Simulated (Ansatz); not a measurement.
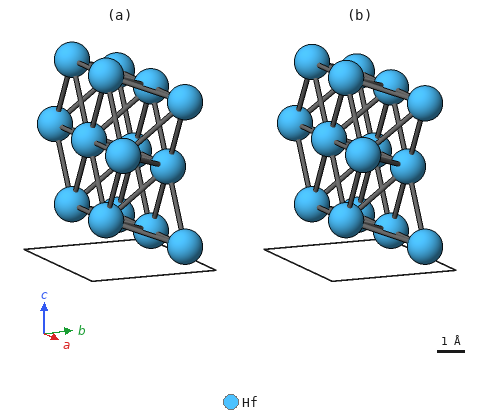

The structure of a slab of composition Hf (cut from the P6_3/mmc phase) before (left) and after (right) a constrained relaxation, at one scale.

The picture is a ball-and-stick view of the cell of the calculation, outlined in the plane, without the vacuum, seen slightly off an axis.

Case: clean slab, lower planes held. The slab is the (1 0 0) face of Hf. 6 atoms are held fixed.

All numbers below come from DFT PBE+D3(BJ), scalar-relativistic, plane waves, PAW (Ansatz 0.2.0). (plane-wave cutoff 420 eV; k-point mesh 3 × 4 × 1; occupations gaussian; smearing width 0.1 eV; no spin polarisation; dipole correction; atoms relaxed in a fixed cell; force threshold 0.03 eV/Å; at most 70 steps)

Summarise the run.

The energy falls by 61.6 meV per cell of the calculation in 1 accepted move (2 points after the start). The largest force component goes from 0.46 to 0.011 eV/Å. The line search rejected the trial step at point 1 of the run. The largest moves, 0.087 Å, are those of Hf atoms. The cell doesn't change. Among the contacts that change: Hf–Hf 3.170 → 3.068 Å, Hf–Hf 3.106 → 3.063 Å, Hf–Hf 3.170 → 3.133 Å, Hf–Hf 3.170 → 3.198 Å.
